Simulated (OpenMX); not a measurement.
## A series of single points on Se

System: Se (P3₁21, 3 atoms in the cell).
Method: Kohn-Sham DFT of a periodic cell, LDA, OpenMX 2013 LDA set, no spin polarisation (OpenMX 3.8.5).

The 7 runs differ only in the geometry, by an even scaling of the cell at fixed fractional positions. The structure derives from an entry of the Crystallography Open Database.

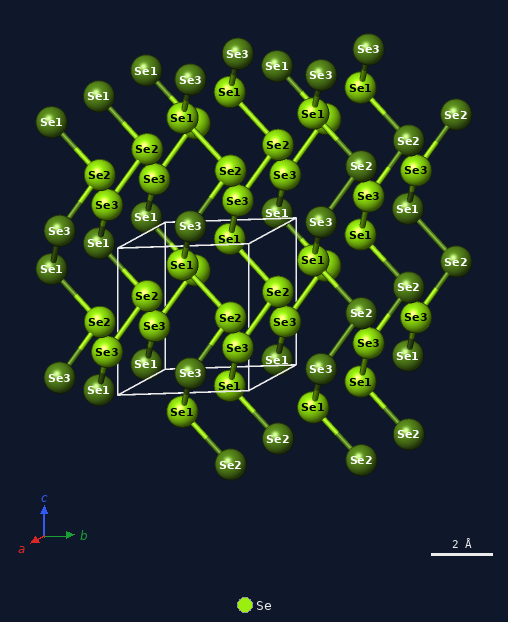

Figure 1. The structure of run 4 (ball-and-stick view of the cell of the calculation, repeated 2 × 2 × 2, seen slightly off an axis; neighbours outside the cell are drawn fainter; atoms are numbered from 1 in the order of the input). An atom can appear more than once, as a periodic image.

**Input of run 4**
```
System.CurrrentDirectory             ./
System.Name                          Se
DATA.PATH                            ./DFT_DATA13
level.of.stdout                      1
level.of.fileout                     0
Species.Number                       1
<Definition.of.Atomic.Species
  Se  Se7.0-s3p2d2           Se_CA13
Definition.of.Atomic.Species>

Atoms.Number                         3
Atoms.SpeciesAndCoordinates.Unit     FRAC
<Atoms.SpeciesAndCoordinates
    1  Se    0.7746000000    0.7746000000    0.0000000000   3.000  3.000
    2  Se    0.0000000000    0.2254000000    0.6666666667   3.000  3.000
    3  Se    0.2254000000    0.0000000000    0.3333333333   3.000  3.000
Atoms.SpeciesAndCoordinates>

Atoms.UnitVectors.Unit               Ang
<Atoms.UnitVectors
     4.3662000000    0.0000000000    0.0000000000
    -2.1831000000    3.7812401180    0.0000000000
     0.0000000000    0.0000000000    4.9536000000
Atoms.UnitVectors>

scf.XcType                           LDA
scf.SpinPolarization                 off
scf.ElectronicTemperature            580.226
scf.energycutoff                     300.0
scf.maxIter                          100
scf.EigenvalueSolver                 band
scf.Kgrid                            7 7 7
scf.Mixing.Type                      rmm-diisk
scf.Init.Mixing.Weight               0.05
scf.Min.Mixing.Weight                0.001
scf.Max.Mixing.Weight                0.3
scf.Mixing.History                   25
scf.Mixing.StartPulay                8
scf.criterion                        1.0e-8
scf.stress.tensor                    on
MD.Type                              nomd
Band.dispersion                      on
Band.Nkpath                          9
<Band.kpath
   15   0.000000  0.000000  0.000000    0.500000  0.000000  0.000000  G M
    9   0.500000  0.000000  0.000000    0.333333  0.333333  0.000000  M K
   18   0.333333  0.333333  0.000000    0.000000  0.000000  0.000000  K G
   12   0.000000  0.000000  0.000000    0.000000  0.000000  0.500000  G A
   15   0.000000  0.000000  0.500000    0.500000  0.000000  0.500000  A L
    9   0.500000  0.000000  0.500000    0.333333  0.333333  0.500000  L H
   18   0.333333  0.333333  0.500000    0.000000  0.000000  0.500000  H A
   12   0.500000  0.000000  0.500000    0.500000  0.000000  0.000000  L M
   12   0.333333  0.333333  0.000000    0.333333  0.333333  0.500000  K H
Band.kpath>
```

Command:
```bash
openmx Se.dat -nt 1 > Se.std
```

Lattice vectors (Å) and fractional positions of run 4:
```
   4.366200    0.000000    0.000000
  -2.183100    3.781240    0.000000
   0.000000    0.000000    4.953600
Se  0.774600  0.774600  0.000000
Se -0.000000  0.225400  0.666667
Se  0.225400  0.000000  0.333333
```

Run 5 has the same physical settings and fractional positions; its lattice vectors (Å) are:
```
   4.395116    0.000000    0.000000
  -2.197558    3.806282    0.000000
   0.000000    0.000000    4.986406
```

**Results, with one run withheld**

| run | volume per atom (Å³) | free energy per atom, from the lowest run given (meV) | gap on the mesh (eV) |
| --- | --- | --- | --- |
| 1 | 25.625 | 16.80 | 1.03 |
| 2 | 26.170 | 6.65 | 1.05 |
| 3 | 26.716 | 1.22 | 1.06 |
| 4 | 27.261 | 0.00 | 1.08 |
| 5 | 27.806 | ? | ? |
| 6 | 28.351 | 8.29 | 1.10 |
| 7 | 28.896 | 17.05 | 1.11 |

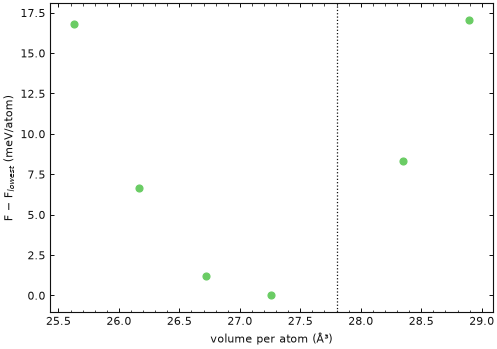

Figure 2. Free energy per atom of the runs given; the dotted line marks run 5.

What should run 5 give?

A cubic polynomial in V^(−2/3) (the Birch–Murnaghan form), fitted to the 6 runs given, misses them by at most 0.01 meV per atom. With x = V^(−2/3) − 0.11076 Å⁻², it reads F = −0.067983 + 142.04 x + 8.6828e+05 x² + 3.3979e+06 x³ (meV per atom). At run 5 it gives 2.49 meV per atom, and the run itself gives 2.49. The fit has its minimum at 27.159 Å³ per atom, where V d²F/dV² gives 55.7 GPa. Cell shape and fractional positions are held, so this is the stiffness under even scaling; the relaxed bulk modulus wasn't computed and can be far lower in a crystal of layers, chains or molecules like this one. The gap on the mesh goes, without turning, from 1.03 eV in run 1 to 1.11 eV in run 7; run 5 has 1.09 eV. These are gaps of this functional on this mesh, which can miss the band edges; they aren't the measured gap.

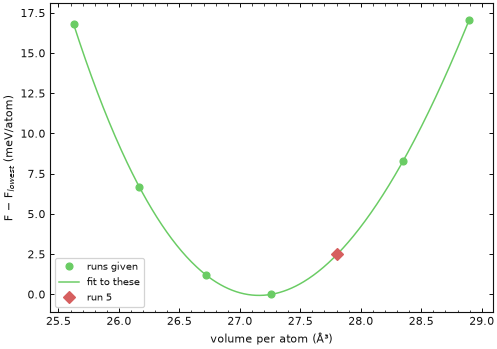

Figure 3. The fit and the withheld run.

**Some lines of the output (run 5)**
```
[...]
  Cell_Volume =    562.931428543723 (Bohr^3)
        Total energy (Hartree) at MD = 1
   kloop=0
   kloop=1
   kloop=171
```

Notes: With a small basis of atomic orbitals these values can differ much from converged plane-wave results.
